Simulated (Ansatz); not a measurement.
# GaN: geometry relaxation (part 1 of 3)

System: GaN (slab, 14 atoms in the cell).
Method: DFT PBE, scalar-relativistic, plane waves, PAW, no spin polarisation (Ansatz 0.2.0).

The structure derives from a Materials Project entry. It belongs to a series of runs on one base structure; here: (1 1 0) slab, atoms relaxed.

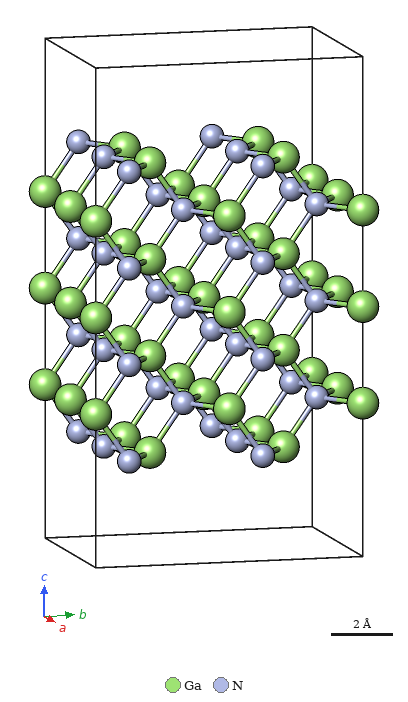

Figure 1. The structure as given in the input (ball-and-stick view of the 2 × 2 repeat of the cell, with the vacuum cut short, seen slightly off an axis). An atom can appear more than once, as a periodic image.

## The input
```yaml
crystal:
  lattice:
    - [3.2162589223, 0.0, 0.0]
    - [0.0, 4.548476988, 0.0]
    - [0.0, 0.0, 24.6487767668]
  atoms:
    - { symbol: Ga, position: [0.5, 0.5, 0.3042747342] }
    - { symbol: "N", position: [0.0, 0.25, 0.3042747342] }
    - { symbol: Ga, position: [0.0, 0.0, 0.3695164895] }
    - { symbol: "N", position: [0.5, 0.75, 0.3695164895] }
    - { symbol: Ga, position: [0.5, 0.5, 0.4347582447] }
    - { symbol: "N", position: [0.0, 0.25, 0.4347582447] }
    - { symbol: Ga, position: [0.0, 0.0, 0.5] }
    - { symbol: "N", position: [0.5, 0.75, 0.5] }
    - { symbol: Ga, position: [0.5, 0.5, 0.5652417553] }
    - { symbol: "N", position: [0.0, 0.25, 0.5652417553] }
    - { symbol: Ga, position: [0.0, 0.0, 0.6304835105] }
    - { symbol: "N", position: [0.5, 0.75, 0.6304835105] }
    - { symbol: Ga, position: [0.5, 0.5, 0.6957252658] }
    - { symbol: "N", position: [0.0, 0.25, 0.6957252658] }
basis:
  ecutwfc: 420
kpoints:
  mp_grid: { grid: [8, 6, 1] }
hamiltonian:
  xc: pbe
scf:
  occupations: { method: gaussian, width: 0.05 }
output:
  forces: true
  eigenvalues: true
  write_density: true
  write_potential: true
  elf: true
  volumetric_format: npy
relax:
  adjacent_minimum: "off"
  f_tol: 0.02
  max_steps: 60
efield:
  axis: 3
  dipole_correction: true
  ramp_width: 0.04
```

Run on 1 thread of Intel Xeon @ 2.50GHz (Skylake/Cascade Lake), 189 GiB of memory available, shared host.

Launch command:
```bash
ansatz run input.yaml --threads 1 --pin off --max-ram 2560MiB --backend cpu --events-out ev --progress --plain --runs-dir out
```

## What the program printed
```
Engine: ansatz 0.2.0, x86_64-unknown-linux-gnu
Pseudopotentials: kind: paw
Pseudopotential: Ga, paw, valence charge 13, recommended cutoff 420 eV (normal), Ga.paw.azcp
Pseudopotential: N, paw, valence charge 5, recommended cutoff 420 eV (normal), N.paw.azcp
Functional definition: PBE
  parameter kappa = 0.804
  parameter beta = 0.06672455060314922
  exchange = pbe_x(kappa = kappa, mu = beta*pi^2/3)
  correlation = pbe_c(beta = beta)
Crystal: 14 atoms, lattice volume = 360.589 Å³
Basis set: ecut = 420 eV, 7107 PW (Γ), exchange–correlation on 48×64×360 points (8 copies of the dense FFT grid, shifted against one another)
Bands: 77, of which v1, the nominal top of the filled ones, is band 63 counted from 1 (62 counted from 0)
Symmetry: 2 space group operations
k-points: 20 of 48 (time reversal used)
Non-local potential: Ga, projectors of the file, l = 0: 2, l = 1: 2, l = 2: 3, l = 3: 1
Non-local potential: N, projectors of the file, l = 0: 2, l = 1: 2, l = 2: 1
PAW form: soft (Blöchl's): semilocal exchange-correlation on the pseudo side does not see the compensation charge
PAW one-centre angular grid: Ga, 590 points (default); XC on 64 Gauss nodes
PAW one-centre angular grid: N, 110 points (default); XC on 64 Gauss nodes
Initial density: superposition of atomic densities (neutral atoms: chi_scale 0, normalization atom), corrected by the library's trained network
Initial wavefunctions: pseudopotential atomic-orbital guess
Functional: x = pbe(κ = 0.804, μ = 0.2195149727645171), c = pbe(β = 0.06672455060314922)
SCF iter   1: F=—  HF=-29171.327282 eV  |F-HF|=—  |Δ(HF+E_count)|=         —  Δρ=2.01e-3  dr2=1.94e-2  ethr=1.77e-3  p=0.000 e·Å  D=2.28e-13 V/Å  ΔV_dip=-0.00 eV  dr2_dipole=7.90e-9  V_vac-E_F(+/−)=4.89/4.89 eV  ⟨swp⟩=6.5  Hψ=6340  notcnv=0  defer=80
efield: sawtooth ramp at fractional position 0.9800 (placed from the atoms, in the widest stretch of the axis that holds none; the zero of the levels goes with the place), width 0.0400; the density the first Hamiltonian is built on has a dipole p = 0.000 e·Å; the dipole correction subtracts the counter field D = 2.28e-13 V/Å, which shifts the + side's vacuum level by -0.00 eV against the − side's; the planar-averaged density in the ramp window peaks in size at 3.0e-5 e/Å³
preconditioner: auto → Resta (q_TF=auto, 2.290 Å⁻¹)  ε∞=3.0  [insulator: Δε(μ)=0.658 eV  Ē_g=15.403 eV  σ=0.050 eV  W_gap=1.00  n_scr=64 (ndim 8)  ℏωp=22.0 eV  f_vac=0.497  D(μ)=0.00/eV (n_scr^D=0)  ε∞_Penn≈3.0  vacuum switching on, ρ_ref=1.7e-2 e/Å³]
SCF iter   2: F=—  HF=-29171.327861 eV  |F-HF|=—  |Δ(HF+E_count)|=   5.80e-4  Δρ=1.25e-3  dr2=4.53e-3  ethr=1.54e-5  p=-0.000 e·Å  D=-1.62e-5 V/Å  ΔV_dip=0.00 eV  dr2_dipole=1.08e-8  V_vac-E_F(+/−)=4.86/4.85 eV  ⟨swp⟩=2.0  Hψ=2393  notcnv=0  defer=128
SCF iter   3: F=—  HF=-29171.328198 eV  |F-HF|=—  |Δ(HF+E_count)|=   3.36e-4  Δρ=5.62e-4  dr2=1.69e-3  ethr=3.60e-6  p=0.000 e·Å  D=3.12e-6 V/Å  ΔV_dip=-0.00 eV  dr2_dipole=1.03e-9  V_vac-E_F(+/−)=4.86/4.86 eV  ⟨swp⟩=2.1  Hψ=2181  notcnv=0  defer=128
SCF iter   4: F=—  HF=-29171.328336 eV  |F-HF|=—  |Δ(HF+E_count)|=   1.38e-4  Δρ=1.56e-4  dr2=9.21e-5  ethr=1.34e-6  p=0.000 e·Å  D=3.40e-6 V/Å  ΔV_dip=-0.00 eV  dr2_dipole=6.04e-10  V_vac-E_F(+/−)=4.85/4.85 eV  ⟨swp⟩=2.0  Hψ=1855  notcnv=0  defer=129
SCF iter   5: F=—  HF=-29171.328365 eV  |F-HF|=—  |Δ(HF+E_count)|=   2.90e-5  Δρ=7.60e-5  dr2=2.10e-5  ethr=7.31e-8  p=-0.000 e·Å  D=-1.90e-6 V/Å  ΔV_dip=0.00 eV  dr2_dipole=2.16e-10  V_vac-E_F(+/−)=4.85/4.85 eV  ⟨swp⟩=2.6  Hψ=2630  notcnv=0  defer=129
iter 6 did not close the SCF: its close was put off until two iterations running show no level that it waits for move by more than its bar (scf_convergence_deferred on its scf_iter line)
SCF iter   6: F=-29171.328371 eV  HF=-29171.328371 eV  |F-HF|=3.32e-7  |Δ(HF+E_count)|=   5.97e-6  Δρ=2.44e-5  dr2=1.88e-6  ethr=7.94e-9  p=0.000 e·Å  D=6.61e-7 V/Å  ΔV_dip=-0.00 eV  dr2_dipole=3.98e-11  V_vac-E_F(+/−)=4.85/4.85 eV  ⟨swp⟩=23.9  Hψ=16869  notcnv=0
iter 7 did not close the SCF: its close was put off until two iterations running show no level that it waits for move by more than its bar (scf_convergence_deferred on its scf_iter line)
SCF iter   7: F=-29171.328372 eV  HF=-29171.328372 eV  |F-HF|=2.07e-7  |Δ(HF+E_count)|=   1.06e-6  Δρ=8.30e-6  dr2=2.48e-7  ethr=1.49e-9  p=-0.000 e·Å  D=-3.16e-7 V/Å  ΔV_dip=0.00 eV  dr2_dipole=5.23e-12  V_vac-E_F(+/−)=4.85/4.85 eV  ⟨swp⟩=12.0  Hψ=13309  notcnv=0
iter 8 did not close the SCF: its close was put off until two iterations running show no level that it waits for move by more than its bar (scf_convergence_deferred on its scf_iter line)
SCF iter   8: F=-29171.328372 eV  HF=-29171.328372 eV  |F-HF|=4.75e-8  |Δ(HF+E_count)|=   2.75e-7  Δρ=2.90e-6  dr2=2.63e-8  ethr=1.97e-10  p=0.000 e·Å  D=5.35e-8 V/Å  ΔV_dip=-0.00 eV  dr2_dipole=6.62e-13  V_vac-E_F(+/−)=4.85/4.85 eV  ⟨swp⟩=11.3  Hψ=12334  notcnv=0
iter 9 did not close the SCF: its close was put off until two iterations running show no level that it waits for move by more than its bar (scf_convergence_deferred on its scf_iter line)
SCF iter   9: F=-29171.328372 eV  HF=-29171.328372 eV  |F-HF|=1.45e-8  |Δ(HF+E_count)|=   5.78e-8  Δρ=2.10e-6  dr2=1.78e-8  ethr=2.08e-11  p=-0.000 e·Å  D=-2.43e-7 V/Å  ΔV_dip=0.00 eV  dr2_dipole=5.88e-12  V_vac-E_F(+/−)=4.85/4.85 eV  ⟨swp⟩=9.6  Hψ=10752  notcnv=0
SCF iter  10: F=-29171.328372 eV  HF=-29171.328372 eV  |F-HF|=9.46e-11  |Δ(HF+E_count)|=   2.07e-9  Δρ=3.57e-7  dr2=4.28e-10  ethr=1.41e-11  p=0.000 e·Å  D=8.81e-8 V/Å  ΔV_dip=-0.00 eV  dr2_dipole=7.28e-13  V_vac-E_F(+/−)=4.85/4.85 eV  ⟨swp⟩=7.2  Hψ=10312  notcnv=0
SCF 1 converged in 10 iterations: F = -29171.328372 eV  dr2 = 4.28e-10
  greatest PAW one-centre occupation: 0.996 electrons in one spin orbital (limit 2), on the Ga atom at site 0 (counted from 0), in its partial waves of l = 2
relax step   1: F+E_penalty+E_count = -29171.32837238 eV  Δ(F+E_penalty+E_count) = +0.000e0 eV  max|allowed force component| = 2.407e0 eV/Å  Δτ_max = 0.0000 Å  (10 SCF iters, dr2 threshold 1.00e-5 eV, accepted)
Initial density: handed on by an earlier stage of this run
Initial wavefunctions: those handed on with the density
iter 1 solved again at ethr=1.75e-4 eV; its pass at ethr=3.10e-3 eV (dr2=2.21e-1 eV) is discarded
SCF iter   1: F=—  HF=-29172.120832 eV  |F-HF|=—  |Δ(HF+E_count)|=         —  Δρ=1.17e-2  dr2=2.21e-1  ethr=1.75e-4  p=0.000 e·Å  D=8.81e-8 V/Å  ΔV_dip=-0.00 eV  dr2_dipole=6.48e-12  V_vac-E_F(+/−)=4.76/4.76 eV  ⟨swp⟩=1.9  Hψ=6188  notcnv=0  defer=147
efield: sawtooth ramp at fractional position 0.9800 (handed on by an earlier solve), width 0.0400; the density the first Hamiltonian is built on has a dipole p = 0.000 e·Å; the dipole correction subtracts the counter field D = 8.81e-8 V/Å, which shifts the + side's vacuum level by -0.00 eV against the − side's; the planar-averaged density in the ramp window peaks in size at 1.2e-6 e/Å³
preconditioner: auto → Resta (q_TF=auto, 2.290 Å⁻¹)  ε∞=3.0  [insulator: Δε(μ)=1.334 eV  Ē_g=15.605 eV  σ=0.050 eV  W_gap=1.00  n_scr=64 (ndim 8)  ℏωp=22.0 eV  f_vac=0.509  D(μ)=0.00/eV (n_scr^D=0)  ε∞_Penn≈3.0  vacuum switching on, ρ_ref=1.8e-2 e/Å³]
SCF iter   2: F=—  HF=-29172.075322 eV  |F-HF|=—  |Δ(HF+E_count)|=   4.55e-2  Δρ=5.57e-3  dr2=5.04e-2  ethr=1.75e-4  p=0.000 e·Å  D=3.24e-7 V/Å  ΔV_dip=-0.00 eV  dr2_dipole=5.36e-12  V_vac-E_F(+/−)=4.90/4.90 eV  ⟨swp⟩=2.5  Hψ=1893  notcnv=0  defer=147
SCF iter   3: F=—  HF=-29172.072206 eV  |F-HF|=—  |Δ(HF+E_count)|=   3.12e-3  Δρ=2.43e-3  dr2=2.72e-2  ethr=4.00e-5  p=-0.000 e·Å  D=-2.16e-7 V/Å  ΔV_dip=0.00 eV  dr2_dipole=3.57e-12  V_vac-E_F(+/−)=5.06/5.06 eV  ⟨swp⟩=2.2  Hψ=2710  notcnv=0  defer=149
SCF iter   4: F=—  HF=-29172.068065 eV  |F-HF|=—  |Δ(HF+E_count)|=   4.14e-3  Δρ=4.28e-4  dr2=1.03e-3  ethr=2.16e-5  p=-0.000 e·Å  D=-5.87e-8 V/Å  ΔV_dip=0.00 eV  dr2_dipole=1.21e-12  V_vac-E_F(+/−)=5.10/5.10 eV  ⟨swp⟩=2.0  Hψ=2148  notcnv=0  defer=146
SCF iter   5: F=—  HF=-29172.068190 eV  |F-HF|=—  |Δ(HF+E_count)|=   1.24e-4  Δρ=2.49e-4  dr2=2.27e-4  ethr=8.17e-7  p=-0.000 e·Å  D=-3.44e-7 V/Å  ΔV_dip=0.00 eV  dr2_dipole=9.73e-12  V_vac-E_F(+/−)=5.10/5.10 eV  ⟨swp⟩=2.5  Hψ=2733  notcnv=0  defer=140
SCF iter   6: F=-29172.068197 eV  HF=-29172.068202 eV  |F-HF|=5.30e-6  |Δ(HF+E_count)|=   1.26e-5  Δρ=7.91e-5  dr2=2.04e-5  ethr=7.94e-8  p=0.000 e·Å  D=3.26e-7 V/Å  ΔV_dip=-0.00 eV  dr2_dipole=1.08e-11  V_vac-E_F(+/−)=5.11/5.11 eV  ⟨swp⟩=22.6  Hψ=17876  notcnv=0
SCF 2 converged in 6 iterations: F = -29172.068197 eV  dr2 = 2.04e-5
relax step   2: F+E_penalty+E_count = -29172.06819706 eV  Δ(F+E_penalty+E_count) = -7.398e-1 eV  max|allowed force component| = 1.102e0 eV/Å  Δτ_max = 0.1976 Å  (6 SCF iters, dr2 threshold 1.00e-4 eV, accepted)
SCF iter   1: F=—  HF=-29172.248113 eV  |F-HF|=—  |Δ(HF+E_count)|=         —  Δρ=6.20e-3  dr2=8.72e-2  ethr=3.47e-4  p=0.000 e·Å  D=3.26e-7 V/Å  ΔV_dip=-0.00 eV  dr2_dipole=1.32e-10  V_vac-E_F(+/−)=5.06/5.06 eV  ⟨swp⟩=4.2  Hψ=3947  notcnv=0  defer=140
efield: sawtooth ramp at fractional position 0.9800 (handed on by an earlier solve), width 0.0400; the density the first Hamiltonian is built on has a dipole p = 0.000 e·Å; the dipole correction subtracts the counter field D = 3.26e-7 V/Å, which shifts the + side's vacuum level by -0.00 eV against the − side's; the planar-averaged density in the ramp window peaks in size at 1.6e-6 e/Å³
preconditioner: auto → Resta (q_TF=auto, 2.290 Å⁻¹)  ε∞=3.0  [insulator: Δε(μ)=1.481 eV  Ē_g=15.688 eV  σ=0.050 eV  W_gap=1.00  n_scr=64 (ndim 8)  ℏωp=22.0 eV  f_vac=0.513  D(μ)=0.00/eV (n_scr^D=0)  ε∞_Penn≈3.0  vacuum switching on, ρ_ref=1.8e-2 e/Å³]
SCF iter   2: F=—  HF=-29172.231590 eV  |F-HF|=—  |Δ(HF+E_count)|=   1.65e-2  Δρ=2.87e-3  dr2=2.39e-2  ethr=6.92e-5  p=0.000 e·Å  D=2.63e-6 V/Å  ΔV_dip=-0.00 eV  dr2_dipole=1.42e-10  V_vac-E_F(+/−)=5.09/5.09 eV  ⟨swp⟩=2.4  Hψ=2701  notcnv=0  defer=140
SCF iter   3: F=—  HF=-29172.228602 eV  |F-HF|=—  |Δ(HF+E_count)|=   2.99e-3  Δρ=1.54e-3  dr2=4.89e-3  ethr=1.90e-5  p=0.000 e·Å  D=7.23e-7 V/Å  ΔV_dip=-0.00 eV  dr2_dipole=1.11e-13  V_vac-E_F(+/−)=5.09/5.09 eV  ⟨swp⟩=2.0  Hψ=1935  notcnv=0  defer=140
SCF iter   4: F=—  HF=-29172.228311 eV  |F-HF|=—  |Δ(HF+E_count)|=   2.91e-4  Δρ=7.10e-4  dr2=1.03e-3  ethr=3.88e-6  p=0.000 e·Å  D=1.25e-7 V/Å  ΔV_dip=-0.00 eV  dr2_dipole=1.45e-12  V_vac-E_F(+/−)=5.12/5.12 eV  ⟨swp⟩=2.0  Hψ=1838  notcnv=0  defer=140
SCF iter   5: F=—  HF=-29172.228207 eV  |F-HF|=—  |Δ(HF+E_count)|=   1.05e-4  Δρ=1.69e-4  dr2=8.22e-5  ethr=8.20e-7  p=-0.000 e·Å  D=-3.27e-7 V/Å  ΔV_dip=0.00 eV  dr2_dipole=3.27e-12  V_vac-E_F(+/−)=5.12/5.12 eV  ⟨swp⟩=2.0  Hψ=2522  notcnv=0  defer=140
SCF iter   6: F=-29172.228222 eV  HF=-29172.228225 eV  |F-HF|=3.34e-6  |Δ(HF+E_count)|=   1.85e-5  Δρ=5.09e-5  dr2=1.01e-5  ethr=6.02e-8  p=0.000 e·Å  D=1.14e-7 V/Å  ΔV_dip=-0.00 eV  dr2_dipole=2.90e-12  V_vac-E_F(+/−)=5.13/5.13 eV  ⟨swp⟩=23.9  Hψ=18659  notcnv=0
SCF 3 converged in 6 iterations: F = -29172.228222 eV  dr2 = 1.01e-5
relax step   3: F+E_penalty+E_count = -29172.22822208 eV  Δ(F+E_penalty+E_count) = -1.600e-1 eV  max|allowed force component| = 3.130e-1 eV/Å  Δτ_max = 0.0855 Å  (6 SCF iters, dr2 threshold 7.59e-5 eV, accepted)
```
